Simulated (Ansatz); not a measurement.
Start from this file.

```xyz
12
Lattice="4.0206 0.0000 0.0000 -2.0103 3.4819 0.0000 0.0000 0.0000 19.7634" Properties=species:S:1:pos:R:3 pbc="T T T"
Ge    0.0000    0.0000   18.4688
Ge    0.0000    2.3213   17.6253
Ge    0.0000    0.0000   15.3137
Ge    0.0000    2.3213   14.4702
Ge    2.0103    1.1606    5.2932
Ge    0.0000    0.0000    4.4497
Ge    2.0103    1.1606    2.1381
Ge    0.0000    0.0000    1.2946
Ge    0.0000    2.3213   11.8810
Ge    2.0103    1.1606   11.0375
Ge    0.0000    2.3213    8.7259
Ge    2.0103    1.1606    7.8824
```

> Characterise the structure given above.

The element is germanium. The lattice is rhombohedral (trigonal R) and the space group R-3m (No. 166). The cell holds twelve atoms. Ge takes two kinds of site: 6c with four Ge in a tetrahedral arrangement at 2.47 to 2.59 Å; 6c with three Ge in a trigonal pyramidal arrangement at 2.47 Å. The bonds build Ge layers parallel to (001).

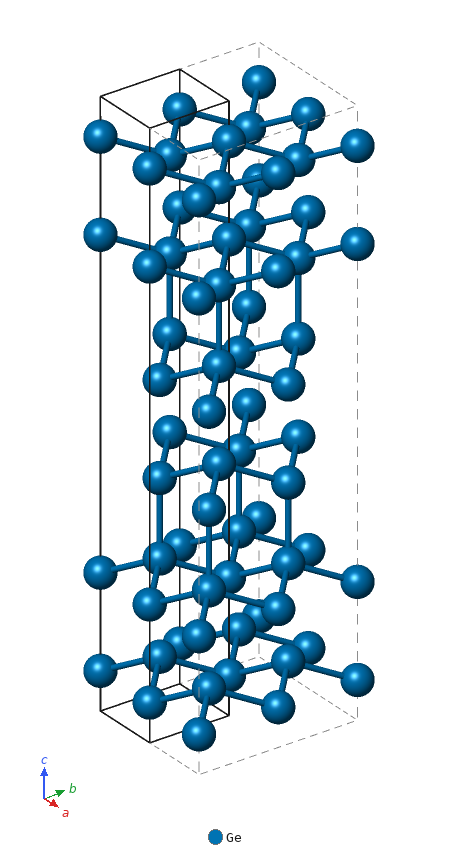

An orthographic ball-and-stick view of the structure, slightly off an axis. The solid frame is a single conventional unit cell within a 2×2×1 block. Colours: germanium blue.

The initial geometry was a structure listed in the Materials Project, with elements exchanged, so it need not be a known form of the compound. The geometry was optimised with Ansatz 0.2.0, DFT r2SCAN, scalar-relativistic, plane waves, PAW.
